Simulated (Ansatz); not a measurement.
Structure data:

```
W Se
1.0
     3.27025    0.00000    0.00000
    -1.63513    2.83212    0.00000
     0.00000    0.00000   31.66122
W Se
2 2
Direct
  0.00000 0.00000 0.23755
  0.00000 0.00000 0.76245
  0.33333 0.66667 0.28899
  0.33333 0.66667 0.71101
```

What would you see if this were drawn?

Answer. The structure is one of WSe. The cell comprises 2 formula units: 2 W, 2 Se. Each W atom is coordinated by three Se in a trigonal pyramidal arrangement at 2.49 Å. The coordination shell of Se holds three W in a trigonal pyramidal arrangement at 2.49 Å. Not all metal-metal contacts are counted. The bonds build WSe layers parallel to (001).

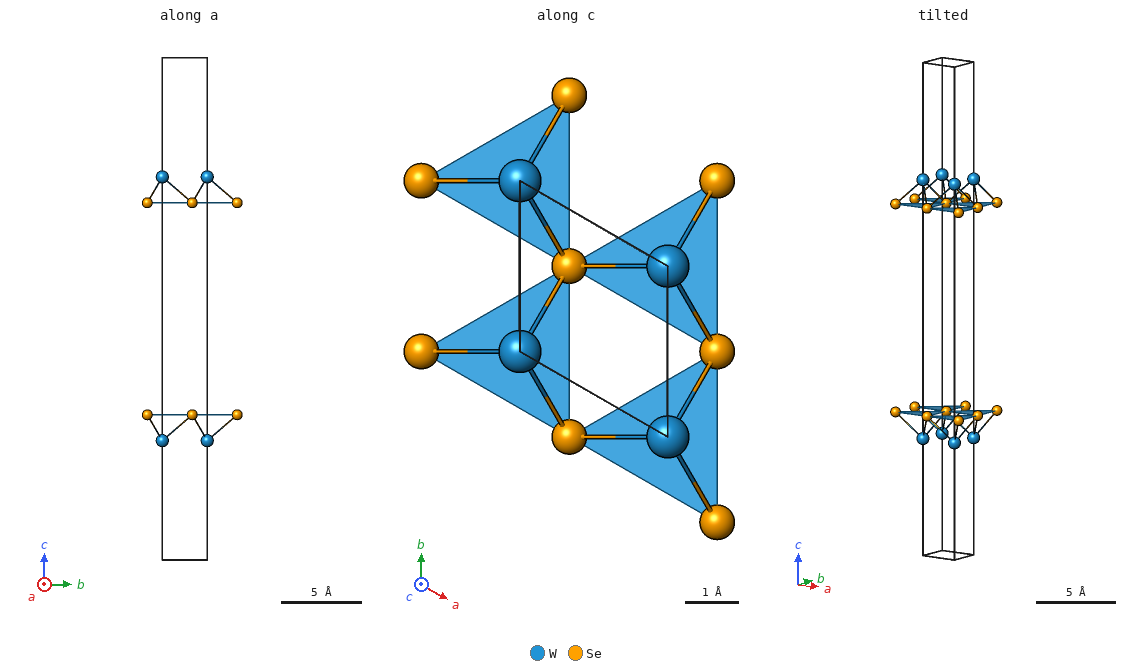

An orthographic polyhedral view of the structure, along the a axis, along the c axis and slightly off an axis. The simulation cell is outlined; an atom on or near a face, edge or corner is repeated at each equivalent position. A few atoms beyond the faces are included. Colours: tungsten blue, selenium orange.

Source of the structure: a structure listed in the Materials Project, from which a slab was cut. The atoms were relaxed in a fixed cell with DFT PBEsol, scalar-relativistic, plane waves, PAW in Ansatz 0.2.0.
